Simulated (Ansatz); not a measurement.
System: NaI, space group Fm-3m (No. 225) (one of a set of cubic test structures, which need not be the stable phase).

Method: equation of state of a cubic crystal from periodic Kohn-Sham density functional theory without spin, third-order Birch-Murnaghan fit to the free energies; pressure corrected for the finite basis (Ansatz 0.2.0 development build). Level: HSE06.

```
                setting                   value
         structure type               rock salt
          atoms in cell                       2
     space group number                     225
       lattice centring  face-centred primitive
                 k mesh                   4×4×4
      occupation method             Fermi–Dirac
       occupation width                 0.05 eV
            wave cutoff                  290 eV
               datasets   all-electron datasets
      density tolerance                1e-09 eV
                  bands                      17
   density cutoff ratio                       4
                nucleus                   point
search for lower states                 default
   exchange singularity             regularized
```

Describe the result: the energy above the lowest point and pressure against volume. The volume takes the values 32.02, 33.07, 34.11, 35.15, 36.20 Å³/atom.

A third-order Birch–Murnaghan fit gives V0 = 34.25 Å³/atom, B0 = 15.8 GPa and B′ = 4.7. The energy above the lowest point is 8.10 meV/atom at volume 32.02 Å³/atom and 4.89 meV/atom at 36.20 Å³/atom; the lowest computed point is at volume 34.11 Å³/atom (0.00 meV/atom). The pressure falls from 1.245 GPa at volume 32.02 Å³/atom to −0.770 GPa at 36.20 Å³/atom, and changes sign near 34.2 Å³/atom.

| volume (Å³/atom) | energy above the lowest point (meV/atom) | pressure (GPa) |
| --- | --- | --- |
| 32.02 | 8.10 | 1.245 |
| 33.07 | 2.13 | 0.600 |
| 34.11 | 0.00 | 0.060 |
| 35.15 | 1.09 | −0.390 |
| 36.20 | 4.89 | −0.770 |

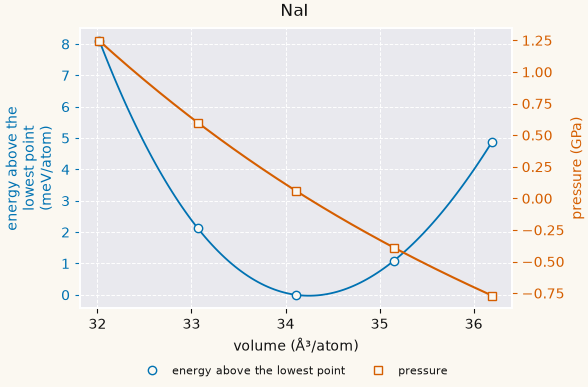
